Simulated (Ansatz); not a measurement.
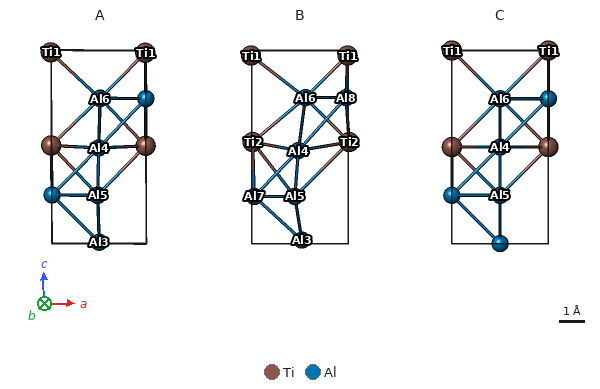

3 geometries from one relaxation of crystalline TiAl3 (set up in P1), in shuffled order. The picture is a ball-and-stick view of the cell of the calculation, seen along the b axis.

Case: a zone-boundary wave of random shape, sigma 0.15 Å; relaxed back.

Method: DFT r2SCAN, scalar-relativistic, plane waves, PAW in Ansatz 0.2.0. Settings: plane-wave cutoff 500 eV; k-point mesh 8 × 8 × 4; occupations gaussian; smearing width 0.15 eV; no spin polarisation; cell and atoms relaxed; force threshold 0.01 eV/Å; at most 80 steps.

### Order the frames from highest to lowest energy.

B, A, C. They are steps 0, 1, 4, at +161 meV per atom, +19.1 meV per atom relative to the last. The energy falls by 161 meV per atom in 3 accepted moves (4 points after the start). The largest force component goes from 2.9 to 0.0029 eV/Å. Pressure: 4.49 GPa at the start and 0.02 GPa at the end. At 1 point the geometry stayed and the basis and grid were re-selected for the new cell (energy shift of less than 0.05 meV per atom at most each time). The largest moves, 0.23 Å, are those of Ti1 and Ti2. Ti1 goes along [1 −3 3]. By element the largest moves are Ti 0.23 Å, Al 0.22 Å. The lattice vectors keep their values. Among the contacts that change: Ti2–Al5 3.155 → 2.798 Å, Ti1–Al6 2.445 → 2.797 Å, Ti2–Al7 3.073 → 2.798 Å, Ti1–Al8 2.525 → 2.797 Å. The space group (tolerance 0.01 Å) goes from P1 (No. 1) to Pm-3m (No. 221). Cost: 4.4 min on 2 threads of Arm Neoverse V2 (shared host), peak memory 0.89 GiB.
